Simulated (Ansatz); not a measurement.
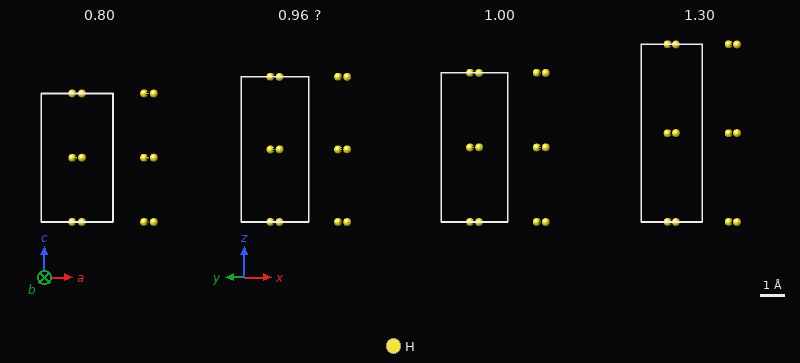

A scan of a crystal of H (Cmcm): the ratio of the cell's length along z to its lengths across, counted as 1 for the reference, is changed at fixed volume (a c/a path), with the atoms kept at their fractional coordinates. x, y and z are the Cartesian axes of the input. The picture is a ball-and-stick view of the cell of the calculation, repeated 2 × 2 × 1 with one cell outlined, seen along the b axis.

Theory: DFT LDA, scalar-relativistic, plane waves, PAW (Ansatz). (plane-wave cutoff 420 eV; k-point mesh 10 × 10 × 4; occupations gaussian; smearing width 0.05 eV; no spin polarisation). Energies (free energies at the smearing named) are counted from the cell as listed in its source, which wasn't relaxed.

| axial ratio over its reference value | ΔE (meV/atom) |
| --- | --- |
| 0.80 | 7.5 |
| 0.85 | −0.9 |
| 0.92 | −4.5 |
| 0.96 | ? |
| 1.00 | 0.0 |
| 1.05 | 6.5 |
| 1.10 | 15.3 |
| 1.20 | 38.8 |
| 1.30 | 68.7 |

Question: One row is withheld. What is its energy?

Answer: A straight line between the two neighbours gives −2.3 meV/atom. A cubic through the four nearest rows (0.85, 0.92, 1.00, 1.05) gives, with Lagrange weights, (−0.0686)(−0.9) + (0.5440)(−4.5) + (0.6600)(0.0) + (−0.1354)(6.5) = −3.3 meV/atom. The calculation gives −3.3 meV/atom, so the cubic is right to the digits shown and the straight line 1.0 meV/atom too high, as the curve bends upwards here.

The whole profile:

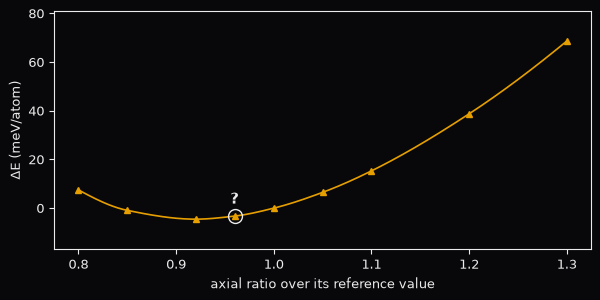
